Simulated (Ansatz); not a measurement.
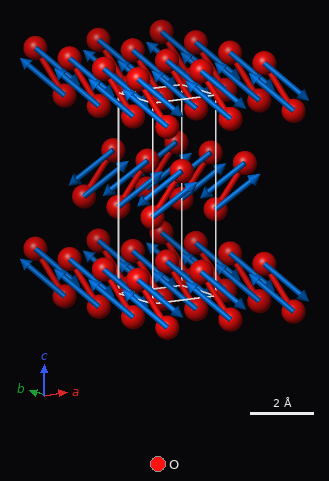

This is a relaxation of a crystal of O (built on the iodine_64 type) (coarse preliminary run). The starting structure is drawn; blue arrows show the displacements (the part carried along by the change of the cell is left out), magnified 3 times.

A ball-and-stick model of the cell of the calculation, repeated 2 × 3 × 1 with one cell outlined, seen slightly off an axis.

Case: iodine type (Cmce, No. 64).

Method: Ansatz, DFT PBEsol, scalar-relativistic, plane waves, PAW. Set-up: plane-wave cutoff 420 eV; k-point mesh 6 × 6 × 4; occupations gaussian; smearing width 0.1 eV; no spin polarisation; cell and atoms relaxed; force threshold 0.04 eV/Å; at most 70 steps.

**What did the optimiser do to the structure, and how much energy did it gain?**

The energy falls by 9.265 eV per cell of the calculation in 23 accepted moves (31 points after the start). The largest force component goes from 4.1 to 0.017 eV/Å. The pressure goes from −28.36 to 0.04 GPa. The line search rejected the trial steps at points 3, 20 of the run. At 6 points the geometry stayed and the basis and grid were re-selected for the new cell (energy shift of 30.3 meV per cell of the calculation at most each time). The largest moves relative to the cell, 0.63 Å, are those of O atoms. Cell: a = b 2.902 → 2.324 Å (−19.9 %), c 6.527 → 8.552 Å (+31.0 %), γ 66.9° → 90.0°. Volume −8.6 %. Among the contacts that change: O–O 1.804 → 1.205 Å. The space group (tolerance 0.01 Å) goes from Cmce (No. 64) to I4/mmm (No. 139). The run took about 17 core-seconds on a shared host.
